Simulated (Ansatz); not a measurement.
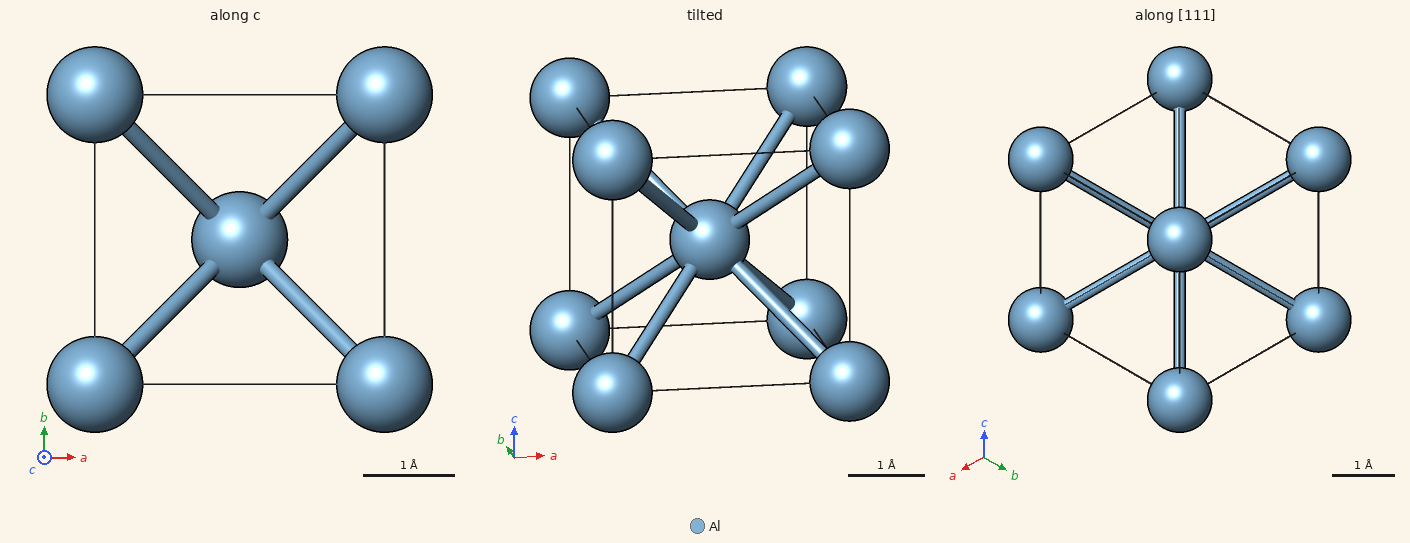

We look at a ball-and-stick model of the crystal along the c axis, slightly off an axis and along [111]. Lines trace the edges of the conventional unit cell. Cell: a = 3.189 Å, b = 3.189 Å, c = 3.189 Å, α = 90.00°, β = 90.00°, γ = 90.00°.

In words:

The element is aluminium. The lattice is body-centred cubic and the space group Im-3m (No. 229). The arrangement is known as body-centred cubic (W type). The cell holds two atoms. The Al atoms are each bonded to eight Al in a cubic arrangement at about 2.8 Å. The bonds build a three-dimensional framework.

The cell started as a structure listed in the Materials Project. Earlier steps of the study may have refined or changed the cell and positions. It was the input of a calculation with Ansatz.
